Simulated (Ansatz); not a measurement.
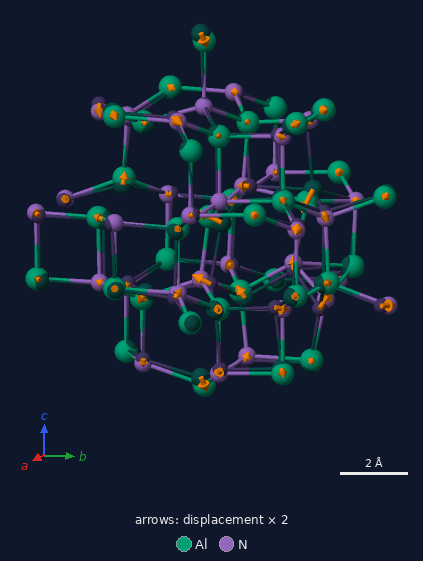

This is a relaxation of an amorphous cell of composition Al$_{48}$N$_{48}$. The starting structure is drawn faded, the final one solid; orange arrows show the displacements, 2 times their true length.

A ball-and-stick model of the atoms within 5.8 Å of the atom that moves most (axes of the cell of the calculation (origin shifted)), seen slightly off an axis.

The calculation used DFT, PBEsol, PAW, plane waves (Ansatz 0.2.0). (plane-wave cutoff 420 eV; k-point mesh 1 × 1 × 1; no spin polarisation; atoms relaxed in a fixed cell; force threshold 0.03 eV/Å; at most 80 steps)

Describe the change and its energy.

Answer. The largest move is that of an Al atom, 0.43 Å along [0 −2 1]. By element the largest moves are Al 0.43 Å, N 0.40 Å. The cell stays as it was. Among the contacts that change: Al–N 2.543 → 1.982 Å, Al–N 2.005 → 2.487 Å, Al–N 2.297 → 1.954 Å, Al–N 2.201 → 1.969 Å. New bonds form: Al–N (2.54 → 1.98 Å). Bond angles that change, for instance: Al–N–Al 138.1° → 119.3°, Al–N–N 80.5° → 64.1°, N–Al–N 94.3° → 110.6°. After 8 geometry steps the energy has fallen by 9.312 eV per cell of the calculation. The largest force component goes from 2.9 to 0.019 eV/Å.
